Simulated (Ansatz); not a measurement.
## What a change does: single-point calculation on Ta

System: Ta (Fm-3m, 1 atom in the cell).
Method of run A: DFT, BLYP, plane waves (420 eV) with PAW, scalar-relativistic, no spin polarisation (Ansatz 0.2.0).

Text and figures count atoms from 1; the logs count them from 0 in places.

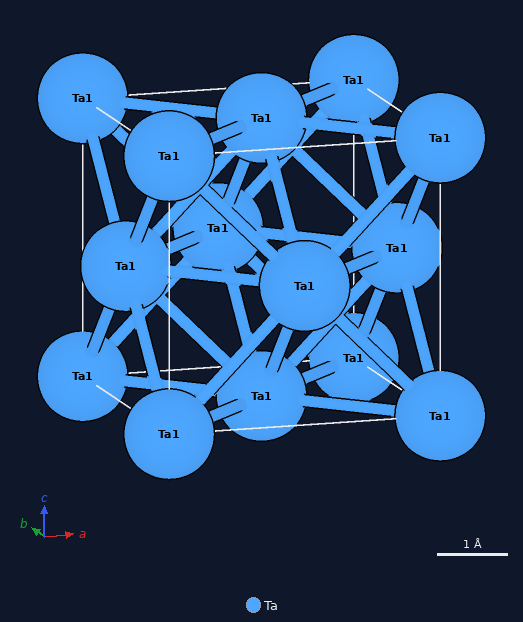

Fig. 1: The structure (ball-and-stick view of the cell 4 times as large as that of the calculation, set on its symmetry axes, seen slightly off an axis; atoms are numbered from 1 in the order of the input). Near neighbours in the crystal (not all of them lie inside the picture): Ta has 12 Ta at 2.89 Å.

### Input file, run A
```yaml
crystal:
  lattice:
    - [0.0, 2.0434984295, 2.0434984295]
    - [2.0434984295, 0.0, 2.0434984295]
    - [2.0434984295, 2.0434984295, 0.0]
  atoms:
    - { symbol: Ta, position: [0.0, 0.0, 0.0] }
hamiltonian:
  xc: blyp
  pseudopotentials:
    kind: paw
    azcp:
      Ta: "pseudopotentials/Ta.paw.azcp"
basis:
  ecutwfc: 420
  fft_grid_basis: typed
kpoints:
  mp_grid: { grid: [14, 14, 14], shift: [0, 0, 0] }
magnetization:
  spin_polarized: false
scf:
  occupations: { method: fermi_dirac, width: 0.1 }
  lower_state_search: "off"
output:
  stress: true
```

Hardware: 2 threads of Intel Xeon @ 2.50GHz (Skylake/Cascade Lake), 192 GiB of memory available, shared host.

### Output, shortened to warnings, some set-up lines, iterations and results (run A)
```
Basis set: ecut = 420 eV, 331 PW (Γ), exchange–correlation on 40×40×40 points (8 copies of the dense FFT grid, shifted against one another)
Symmetry: 48 space group operations
k-points: 104 of 2744
Initial density: superposition of atomic densities (neutral atoms: chi_scale 0, normalization atom), corrected by the library's trained network
[...]
SCF iter   1: F=—  HF=-9955.708602 eV  |F-HF|=—  |Δ(HF+E_count)|=         —  Δρ=8.60e-3  dr2=1.32e-2  ethr=1.77e-3  ⟨swp⟩=5.2  Hψ=6415  notcnv=0
SCF iter   2: F=—  HF=-9955.704661 eV  |F-HF|=—  |Δ(HF+E_count)|=   3.94e-3  Δρ=3.00e-3  dr2=1.03e-3  ethr=1.01e-4  ⟨swp⟩=1.4  Hψ=2116  notcnv=0
SCF iter   3: F=—  HF=-9955.704818 eV  |F-HF|=—  |Δ(HF+E_count)|=   1.56e-4  Δρ=8.19e-4  dr2=4.69e-5  ethr=7.90e-6  ⟨swp⟩=2.2  Hψ=1435  notcnv=0
SCF iter   4: F=—  HF=-9955.704869 eV  |F-HF|=—  |Δ(HF+E_count)|=   5.17e-5  Δρ=6.44e-5  dr2=2.13e-7  ethr=3.60e-7  ⟨swp⟩=2.0  Hψ=1424  notcnv=0
SCF iter   5: F=-9955.704870 eV  HF=-9955.704870 eV  |F-HF|=2.39e-9  |Δ(HF+E_count)|=   6.15e-7  Δρ=7.52e-6  dr2=4.96e-9  ethr=1.64e-9  ⟨swp⟩=2.4  Hψ=1703  notcnv=0
SCF iter   6: F=-9955.704870 eV  HF=-9955.704870 eV  |F-HF|=1.46e-11  |Δ(HF+E_count)|=   3.39e-9  Δρ=8.44e-7  dr2=3.51e-11  ethr=3.82e-11  ⟨swp⟩=1.8  Hψ=3523  notcnv=0
SCF 1 converged in 6 iterations: F = -9955.704870 eV  dr2 = 3.51e-11
SCF converged after 6 iterations
Free energy (F): -9955.704870 eV
Harris-Foulkes:  -9955.704870 eV  (|F-HF|=1.46e-11)
Internal energy: -9955.666290 eV  (E = F + TS)
E sigma→0 (E₀):  -9955.685580 eV
Entropy (-TS):   -0.038581 eV (-38.581 meV/atom)
Fermi energy:    20.774632 eV
--- Per-component energies (eV) ---
  E_band       = -81.021449
  E_kinetic    = 369.433503
  E_local      = -518.585686  (includes V_loc(G=0)·N_el)
  E_nonlocal   = 15.315293
  E_hartree    = 183.348489
  E_xc         = -215.868879
  E_vxc        = -201.013948  (∫ρ·V_xc dr)
  E_paw        = -8424.550677  (= ΣΔE_a)
  E_vpaw       = -112.867672  (= ΣTr[D̂ρ^β])
  E_aug_tail   = 0.000152  (compensation charges beyond the density's cutoff)
  E_ewald      = -1364.993176
  E_core_change = 0.234691  (= ΣΔE_core)
  E_smearing   = -0.038581  (= −TS)
  E_closure    = 0.000000  (closes the sum)
  Σ components = -9955.704870   (vs F -9955.704870, Δ=0.00e0)
--- Stress (GPa, compression-positive) ---
       28.855882      -0.000000      -0.000000
       -0.000000      28.855882      -0.000000
        0.000000      -0.000000      28.855882
  P = ⅓ Tr σ = 28.8559 GPa (288.559 kbar)
```

The input of run B differs as follows (lines with − go, lines with + come):
```diff
-    - [0.0, 2.0434984295, 2.0434984295]
-    - [2.0434984295, 0.0, 2.0434984295]
-    - [2.0434984295, 2.0434984295, 0.0]
+    - [0.0, 2.2145530675, 2.2145530675]
+    - [2.2145530675, 0.0, 2.2145530675]
+    - [2.2145530675, 2.2145530675, 0.0]
```

What does this change do to the results?

With the same functional and potentials, run B lies 64.2 meV per atom lower. The pressure goes from 28.86 to −15.93 GPa. The volume per atom goes from 17.07 to 21.72 Å³. The number of SCF iterations is the same. The plane waves at Γ go from 331 to 411.

### Output, shortened to warnings, some set-up lines, iterations and results (run B)
```
Basis set: ecut = 420 eV, 411 PW (Γ), exchange–correlation on 48×48×48 points (8 copies of the dense FFT grid, shifted against one another)
Symmetry: 48 space group operations
k-points: 104 of 2744
Initial density: superposition of atomic densities (neutral atoms: chi_scale 0, normalization atom), corrected by the library's trained network
[...]
SCF iter   1: F=—  HF=-9955.769274 eV  |F-HF|=—  |Δ(HF+E_count)|=         —  Δρ=6.02e-3  dr2=8.57e-3  ethr=1.77e-3  ⟨swp⟩=5.1  Hψ=6458  notcnv=0
SCF iter   2: F=—  HF=-9955.768863 eV  |F-HF|=—  |Δ(HF+E_count)|=   4.12e-4  Δρ=3.54e-3  dr2=2.90e-3  ethr=6.59e-5  ⟨swp⟩=1.1  Hψ=1993  notcnv=0
SCF iter   3: F=—  HF=-9955.769064 eV  |F-HF|=—  |Δ(HF+E_count)|=   2.01e-4  Δρ=5.47e-4  dr2=6.21e-5  ethr=2.23e-5  ⟨swp⟩=2.2  Hψ=1469  notcnv=0
SCF iter   4: F=—  HF=-9955.769049 eV  |F-HF|=—  |Δ(HF+E_count)|=   1.50e-5  Δρ=5.64e-5  dr2=2.24e-7  ethr=4.78e-7  ⟨swp⟩=2.0  Hψ=1409  notcnv=0
SCF iter   5: F=-9955.769049 eV  HF=-9955.769049 eV  |F-HF|=2.47e-8  |Δ(HF+E_count)|=   4.58e-7  Δρ=1.37e-5  dr2=1.67e-8  ethr=1.72e-9  ⟨swp⟩=2.5  Hψ=1834  notcnv=0
SCF iter   6: F=-9955.769049 eV  HF=-9955.769049 eV  |F-HF|=8.00e-10  |Δ(HF+E_count)|=   3.07e-8  Δρ=2.63e-6  dr2=8.96e-10  ethr=1.28e-10  ⟨swp⟩=1.9  Hψ=3805  notcnv=0
SCF 1 converged in 6 iterations: F = -9955.769049 eV  dr2 = 8.96e-10
SCF converged after 6 iterations
Free energy (F): -9955.769049 eV
Harris-Foulkes:  -9955.769049 eV  (|F-HF|=8.00e-10)
Internal energy: -9955.719401 eV  (E = F + TS)
E sigma→0 (E₀):  -9955.744225 eV
Entropy (-TS):   -0.049648 eV (-49.648 meV/atom)
Fermi energy:    15.808256 eV
--- Per-component energies (eV) ---
  E_band       = -146.918115
  E_kinetic    = 360.781556
  E_local      = -655.698598  (includes V_loc(G=0)·N_el)
  E_nonlocal   = 12.888117
  E_hartree    = 221.662571
  E_xc         = -212.934633
  E_vxc        = -197.119806  (∫ρ·V_xc dr)
  E_paw        = -8423.093723  (= ΣΔE_a)
  E_vpaw       = -111.095354  (= ΣTr[D̂ρ^β])
  E_aug_tail   = 0.000143  (compensation charges beyond the density's cutoff)
  E_ewald      = -1259.559526
  E_core_change = 0.234691  (= ΣΔE_core)
  E_smearing   = -0.049648  (= −TS)
  E_closure    = 0.000000  (closes the sum)
  Σ components = -9955.769049   (vs F -9955.769049, Δ=0.00e0)
--- Stress (GPa, compression-positive) ---
      -15.928213       0.000000       0.000000
        0.000000     -15.928213       0.000000
        0.000000       0.000000     -15.928213
  P = ⅓ Tr σ = -15.9282 GPa (-159.282 kbar)
```

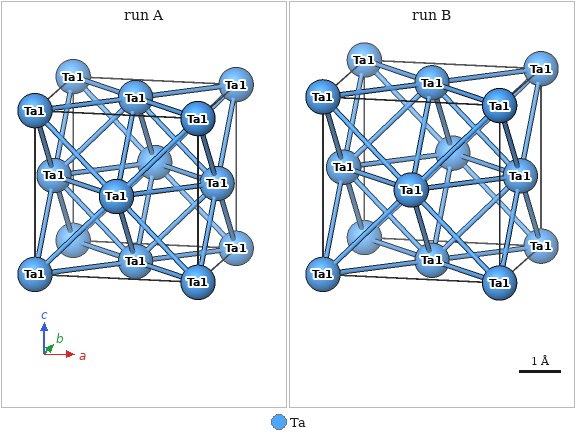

Fig. 2: The two input geometries at one scale (ball-and-stick view of the cell 4 times as large as that of the calculation, set on its symmetry axes, seen slightly off an axis). No atom moves by more than 0.005 Å relative to the cell. Cell: a = b = c 4.087 → 4.429 Å (+8.4 %). Volume +27.3 %. Among the contacts that change: Ta1–Ta1 2.890 → 3.132 Å.

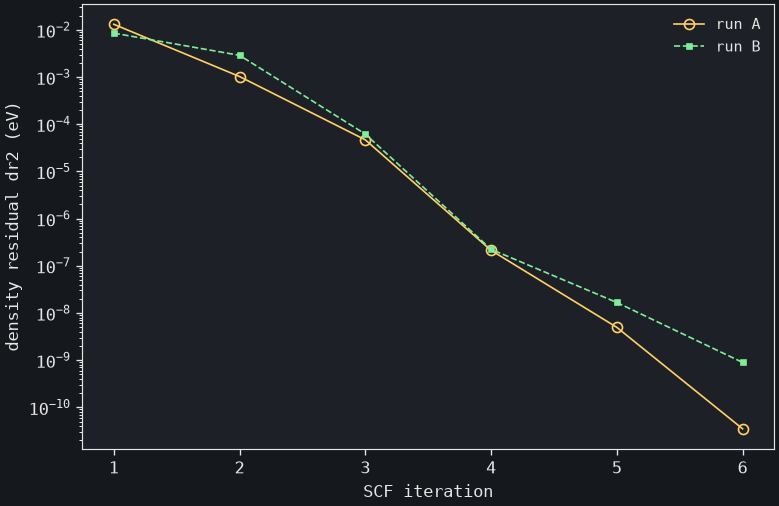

Fig. 3: Convergence of the two runs: density residual dr2 against the SCF iteration. Run A takes 6 iterations in all, and run B takes 6.

### The two runs side by side

```csv
quantity,run A,run B
outcome,converged,converged
free energy per atom (eV),−9955.7049,−9955.7690
"energy per atom, smearing taken to zero (eV)",−9955.6856,−9955.7442
pressure (GPa),28.86,−15.93
volume per atom (Å³),17.07,21.72
SCF iterations,6,6
irreducible k-points,104,104
plane waves at Γ,331,411
wall time (shared host),0.97 s,1.2 s
```

For both runs: Spin–orbit coupling is left out, which matters for Ta. For run A: The cell is under a pressure of 29 GPa at this level, so it is not at its equilibrium volume. For run B: The cell is under a tension of 15.9 GPa at this level, so it is not at its equilibrium volume.
